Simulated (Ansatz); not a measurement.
**Geometry relaxation of Ta4N5 (part 2 of 2)**

Ta4N5 (9 atoms in the cell); DFT LDA, scalar-relativistic, plane waves, PAW, no spin polarisation (Ansatz 0.2.0); cutoff 420 eV, 6×6×6 k-mesh, Gaussian smearing of 0.1 eV. The structure derives from a Materials Project entry.

Geometry of the input (Å; fractional positions):
```
-3.4363  3.4363  2.1375
3.4363  -3.4363  2.1375
3.4363  3.4363  -2.1375
Ta 0.7828  0.6054  0.3882
Ta 0.3946  0.7828  0.1774
Ta 0.6054  0.2172  0.8226
Ta 0.2172  0.3946  0.6118
N  0.5000  0.5000  0.0000
N  0.9085  0.3090  0.2175
N  0.6910  0.9085  0.5994
N  0.3090  0.0915  0.4006
N  0.0915  0.6910  0.7825
```

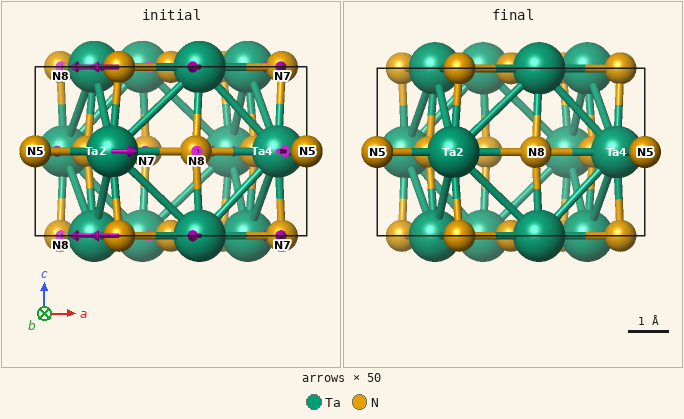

*Before (left) and after (right) the relaxation, at one scale (ball-and-stick view of the cell 2 times as large as that of the calculation, set on its symmetry axes, along the b axis). The pink arrows give the displacements (without the part carried along by the change of the cell), magnified 50 times.*

Over 3 geometry steps the energy falls by 15.2 meV per atom. The largest force component goes from 0.18 to 0.018 eV/Å. Pressure: −11.18 GPa at the start and 0.00 GPa at the end. The basis was re-selected once at an unchanged geometry, which shifts the energy a little without any move. The largest moves relative to the cell, 0.015 Å, are those of N6, N7, N8 and N9. By element the largest moves are N 0.015 Å, Ta 0.014 Å. The drawn cell changes as follows: a = b 6.873 → 6.776 Å (−1.4 %), c 4.275 → 4.240 Å (−0.8 %); the volume changes by −3.6 %. Among the contacts that change: Ta1–Ta2 3.174 → 3.123 Å, Ta1–N9 2.202 → 2.164 Å, Ta1–N6 2.212 → 2.185 Å, Ta1–N7 2.176 → 2.150 Å. The space group stays I4/m (No. 87). The energy change given includes the shifts at the re-selections in mid-walk, which come without any move. A last SCF at the same geometry on a re-selected plane-wave basis shifts the energy by +0.1 meV per atom. (Atoms are counted from 1 in the order of the input.)

```
basis re-selected at this cell: Δ(F+E_penalty+E_count) = +5.381e-4 eV, ΔP = -0.005 GPa vs the last step (what re-selecting the basis moved, of the pressure what is left beyond the Pulay correction that the steps carried, after the strain that the cell walked since its last selection, with what the two solves' SCF thresholds leave and, on support functions, any second-order correction that the steps lacked; it is no measure of the basis error at this ecutwfc). This SCF's stress stands 1.48e-1 GPa from its target on what of the cell is left free (relax.cell.stress_tol is 5.00e-1 GPa) and its largest allowed force component is 1.79e-2 eV/Å (relax.f_tol is 5.00e-2 eV/Å): within both
SCF converged after 4 iterations
Free energy (F): -40611.562133 eV
Harris-Foulkes:  -40611.562133 eV  (|F-HF|=6.98e-10)
Internal energy: -40611.552455 eV  (E = F + TS)
E sigma→0 (E₀):  -40611.557294 eV
Entropy (-TS):   -0.009678 eV (-1.075 meV/atom)
Fermi energy:    18.391769 eV
--- Per-component energies (eV) ---
  E_band       = -326.558816
  E_kinetic    = 2133.022758
  E_local      = -3180.939748  (includes V_loc(G=0)·N_el)
  E_nonlocal   = 316.905578
  E_hartree    = 1092.639590
  E_xc         = -1171.066585
  E_vxc        = -1204.374498  (∫ρ·V_xc dr)
  E_paw        = -33188.759563  (= ΣΔE_a)
  E_vpaw       = -576.452943  (= ΣTr[D̂ρ^β])
  E_aug_tail   = 0.001100  (compensation charges beyond the density's cutoff)
  E_ewald      = -6614.791416
  E_core_change = 1.435831  (= ΣΔE_core)
  E_smearing   = -0.009678  (= −TS)
  E_closure    = 0.000000  (closes the sum)
  Σ components = -40611.562133   (vs F -40611.562133, Δ=0.00e0)
--- Forces (eV/Å), atoms counted from 1 ---
  atom   1  Ta     0.01004952     0.01786375     0.00000000
  atom   2  Ta     0.01786375    -0.01004952     0.00000000
  atom   3  Ta    -0.01786375     0.01004952     0.00000000
  atom   4  Ta    -0.01004952    -0.01786375     0.00000000
  atom   5  N     -0.00000000    -0.00000000     0.00000000
  atom   6  N      0.00037278     0.01294263     0.00000000
  atom   7  N      0.01294263    -0.00037278     0.00000000
  atom   8  N     -0.01294263     0.00037278     0.00000000
  atom   9  N     -0.00037278    -0.01294263    -0.00000000
  max |Σ_I F_I| component: 2.17e-18 eV/Å
--- Stress (GPa, compression-positive) ---
       -0.076489      -0.000000      -0.000000
        0.000000      -0.076489      -0.000000
       -0.000000      -0.000000       0.148232
  P = ⅓ Tr σ = -0.0016 GPa (-0.016 kbar)
--- Band table (eV; the first three rows and the last of 36) ---
  k-point 0: bands = ["-50.6005", "-50.5187", "-50.5138", "-50.5138", "-17.5607", "-17.5522", "-17.3918", "-17.3918", "-17.3835", "-17.3835", "-17.2012", "-17.0379", "-16.9898", "-16.9461", "-16.8136", "-16.8136", "0.6517", "2.5646", "2.5646", "3.0501", "3.3824", "11.0952", "11.0952", "11.5789", "11.7426", "12.0549", "12.6381", "12.6381", "12.7394", "12.7825", "13.4153", "13.4153", "14.0394", "15.7894", "15.9086", "15.9086", "17.1135", "17.1135", "17.4257", "19.0072", "19.3645", "19.5433", "19.5433", "20.0859", "20.0859", "20.2370", "20.9769", "22.2074"]
  k-point 1: bands = ["-50.5960", "-50.5293", "-50.5135", "-50.5083", "-17.5827", "-17.5148", "-17.4292", "-17.4108", "-17.3851", "-17.3466", "-17.1641", "-17.0140", "-16.9930", "-16.9536", "-16.8611", "-16.8130", "0.8257", "2.4095", "2.5626", "2.9626", "3.4233", "10.8632", "10.9166", "11.8093", "11.8922", "12.0541", "12.5784", "12.7810", "13.0069", "13.2101", "13.3767", "13.5419", "13.7978", "15.1161", "15.5081", "15.7069", "16.8597", "17.0412", "17.8156", "18.6240", "19.3276", "19.6593", "19.7415", "20.0784", "20.5486", "20.6594", "21.4312", "22.3911"]
  k-point 2: bands = ["-50.5834", "-50.5462", "-50.5127", "-50.5048", "-17.6046", "-17.4994", "-17.4502", "-17.4092", "-17.3884", "-17.2770", "-17.0972", "-17.0031", "-16.9925", "-16.9764", "-16.9625", "-16.8118", "1.2776", "2.1677", "2.5365", "2.7264", "3.3906", "10.7701", "10.8894", "11.8800", "11.9678", "12.6145", "12.6484", "12.8597", "12.8976", "13.2764", "13.3661", "13.6537", "13.9031", "14.4875", "15.0759", "15.4864", "16.0265", "16.8650", "18.0385", "18.7923", "19.3748", "19.5955", "19.9968", "20.2471", "21.1588", "21.1768", "21.8915", "22.0847"]
  k-point 35: bands = ["-50.5540", "-50.5540", "-50.5238", "-50.5154", "-17.5987", "-17.5655", "-17.4417", "-17.3227", "-17.3227", "-17.1949", "-17.0997", "-17.0997", "-17.0577", "-17.0577", "-16.9185", "-16.7966", "2.0449", "2.2383", "2.2383", "2.4751", "3.0930", "10.9283", "10.9283", "11.3257", "11.3363", "12.4081", "13.5264", "13.5264", "13.5280", "13.5480", "13.5768", "13.6541", "13.6541", "14.4949", "14.9830", "14.9830", "15.1896", "16.4497", "16.7040", "17.8976", "17.8976", "21.0855", "21.3072", "21.3072", "21.8410", "21.8965", "21.8965", "22.0211"]
--- Relaxed structure (4 steps of the walk, 4 accepted, 2 SCFs on fresh bases) ---
  F+E_penalty+E_count = -40611.56213267 eV   max|allowed force component| = 1.786e-2 eV/Å   (the final SCF, on the basis selected at the relaxed cell)
  cell:  # Å, volume = 97.3382 Å³
    - [-3.3881079022182594, 3.3881079022182594, 2.119868378635929]
    - [3.3881079022182594, -3.3881079022182594, 2.119868378635929]
    - [3.3881079022182594, 3.3881079022182594, -2.119868378635929]
  atoms:
    - { symbol: Ta, position: [0.784751862680307, 0.6046412823980002, 0.38939314507830725] }
    - { symbol: Ta, position: [0.3953587176019996, 0.7847518626803069, 0.18011058028230661] }
    - { symbol: Ta, position: [0.6046412823980003, 0.21524813731969306, 0.8198894197176934] }
    - { symbol: Ta, position: [0.21524813731969306, 0.39535871760199964, 0.6106068549216928] }
    - { symbol: N, position: [0.49999999999999983, 0.49999999999999994, 1.108692179555686e-19] }
    - { symbol: N, position: [0.9083567616233599, 0.30680423135275503, 0.21516099297611482] }
    - { symbol: N, position: [0.6931957686472449, 0.9083567616233597, 0.6015525302706048] }
    - { symbol: N, position: [0.30680423135275503, 0.09164323837664023, 0.39844746972939526] }
    - { symbol: N, position: [0.09164323837664015, 0.6931957686472452, 0.7848390070238854] }
```

**Trajectory as extended XYZ (Å, eV, eV/Å), 6 frames, from step=1 to step=6**
```
9
Lattice="-3.4363 3.4363 2.1375 3.4363 -3.4363 2.1375 3.4363 3.4363 -2.1375" Properties=species:S:1:pos:R:3:forces:R:3 step=1 energy=-40611.42591 pressure_GPa=-11.18
Ta    0.7245    1.9437    2.1375   -0.1087   0.1807   0.0000
Ta    1.9437   -0.7245    2.1375    0.1807   0.1087   0.0000
Ta    1.4925    4.1608    0.0000   -0.1807  -0.1087   0.0000
Ta    2.7118    1.4925    0.0000    0.1087  -0.1807   0.0000
N     0.0000    0.0000    2.1375    0.0000   0.0000   0.0000
N    -1.3124    2.8072    2.1375    0.0992  -0.1228   0.0000
N     2.8072    1.3124    2.1375   -0.1228  -0.0992   0.0000
N     0.6291    2.1239    0.0000    0.1228   0.0992   0.0000
N     4.7487    0.6291    0.0000   -0.0992   0.1228   0.0000
9
Lattice="-3.3695 3.3695 2.1098 3.3695 -3.3695 2.1098 3.3695 3.3695 -2.1098" Properties=species:S:1:pos:R:3:forces:R:3 step=2 energy=-40611.55261 pressure_GPa=5.74
Ta    0.7007    1.9214    2.1098    0.1075   0.0232   0.0000
Ta    1.9214   -0.7007    2.1098    0.0232  -0.1075   0.0000
Ta    1.4481    4.0702    0.0000   -0.0232   0.1075   0.0000
Ta    2.6688    1.4481    0.0000   -0.1075  -0.0232   0.0000
N     0.0000    0.0000    2.1098    0.0000   0.0000   0.0000
N    -1.3088    2.7514    2.1098   -0.0340   0.0659   0.0000
N     2.7514    1.3088    2.1098    0.0659   0.0340   0.0000
N     0.6181    2.0607    0.0000   -0.0659  -0.0340   0.0000
N     4.6783    0.6181    0.0000    0.0340  -0.0659   0.0000
9
Lattice="-3.3904 3.3904 2.1200 3.3904 -3.3904 2.1200 3.3904 3.3904 -2.1200" Properties=species:S:1:pos:R:3:forces:R:3 step=3 energy=-40611.57367 pressure_GPa=-0.26
Ta    0.7091    1.9302    2.1200    0.0175   0.0252   0.0000
Ta    1.9302   -0.7091    2.1200    0.0252  -0.0175   0.0000
Ta    1.4602    4.0995    0.0000   -0.0252   0.0175   0.0000
Ta    2.6813    1.4602    0.0000   -0.0175  -0.0252   0.0000
N     0.0000    0.0000    2.1200    0.0000   0.0000   0.0000
N    -1.3097    2.7683    2.1200    0.0091   0.0220   0.0000
N     2.7683    1.3097    2.1200    0.0220  -0.0091   0.0000
N     0.6221    2.0807    0.0000   -0.0220   0.0091   0.0000
N     4.7001    0.6221    0.0000   -0.0091  -0.0220   0.0000
9
Lattice="-3.3904 3.3904 2.1200 3.3904 -3.3904 2.1200 3.3904 3.3904 -2.1200" Properties=species:S:1:pos:R:3:forces:R:3 step=4 energy=-40611.56169 pressure_GPa=-0.46
Ta    0.7091    1.9302    2.1200    0.0175   0.0249   0.0000
Ta    1.9302   -0.7091    2.1200    0.0249  -0.0175   0.0000
Ta    1.4602    4.0995    0.0000   -0.0249   0.0175   0.0000
Ta    2.6813    1.4602    0.0000   -0.0175  -0.0249   0.0000
N     0.0000    0.0000    2.1200    0.0000   0.0000   0.0000
N    -1.3097    2.7683    2.1200    0.0093   0.0224   0.0000
N     2.7683    1.3097    2.1200    0.0224  -0.0093   0.0000
N     0.6221    2.0807    0.0000   -0.0224   0.0093   0.0000
N     4.7001    0.6221    0.0000   -0.0093  -0.0224   0.0000
9
Lattice="-3.3881 3.3881 2.1199 3.3881 -3.3881 2.1199 3.3881 3.3881 -2.1199" Properties=species:S:1:pos:R:3:forces:R:3 step=5 energy=-40611.56267 pressure_GPa=0.00
Ta    0.7091    1.9295    2.1199    0.0100   0.0182   0.0000
Ta    1.9295   -0.7091    2.1199    0.0182  -0.0100   0.0000
Ta    1.4586    4.0972    0.0000   -0.0182   0.0100   0.0000
Ta    2.6790    1.4586    0.0000   -0.0100  -0.0182   0.0000
N     0.0000    0.0000    2.1199    0.0000   0.0000   0.0000
N    -1.3091    2.7671    2.1199    0.0004   0.0129   0.0000
N     2.7671    1.3091    2.1199    0.0129  -0.0004   0.0000
N     0.6210    2.0790    0.0000   -0.0129   0.0004   0.0000
N     4.6972    0.6210    0.0000   -0.0004  -0.0129   0.0000
9
Lattice="-3.3881 3.3881 2.1199 3.3881 -3.3881 2.1199 3.3881 3.3881 -2.1199" Properties=species:S:1:pos:R:3:forces:R:3 step=6 energy=-40611.56213 pressure_GPa=-0.00
Ta    0.7091    1.9295    2.1199    0.0100   0.0179   0.0000
Ta    1.9295   -0.7091    2.1199    0.0179  -0.0100   0.0000
Ta    1.4586    4.0972    0.0000   -0.0179   0.0100   0.0000
Ta    2.6790    1.4586    0.0000   -0.0100  -0.0179   0.0000
N     0.0000    0.0000    2.1199    0.0000   0.0000   0.0000
N    -1.3091    2.7671    2.1199    0.0004   0.0129   0.0000
N     2.7671    1.3091    2.1199    0.0129  -0.0004   0.0000
N     0.6210    2.0790    0.0000   -0.0129   0.0004   0.0000
N     4.6972    0.6210    0.0000   -0.0004  -0.0129   0.0000
```

**Key numbers**

```csv
quantity,value
outcome,converged
space group (tolerance 0.01 Å),I4/m (87)
electrons treated,77
free energy,−40611.5621 eV
Fermi energy,18.392 eV
gap on the k-point mesh,none (metallic)
pressure,0.00 GPa
final volume,97.34 Å³
largest force (length of the vector) at the end,0.020 eV/Å
final cell,"a = 5.240 Å, b = 5.240 Å, c = 5.240 Å, α = 99.42°, β = 99.42°, γ = 132.27°"
wall time,39 s (CPU time 2.3 min)
peak memory,0.55 GiB
```

Spin–orbit coupling is left out, which matters for Ta. The cell holds an odd number of electrons but the run has no spin polarisation, so a band is left half filled.
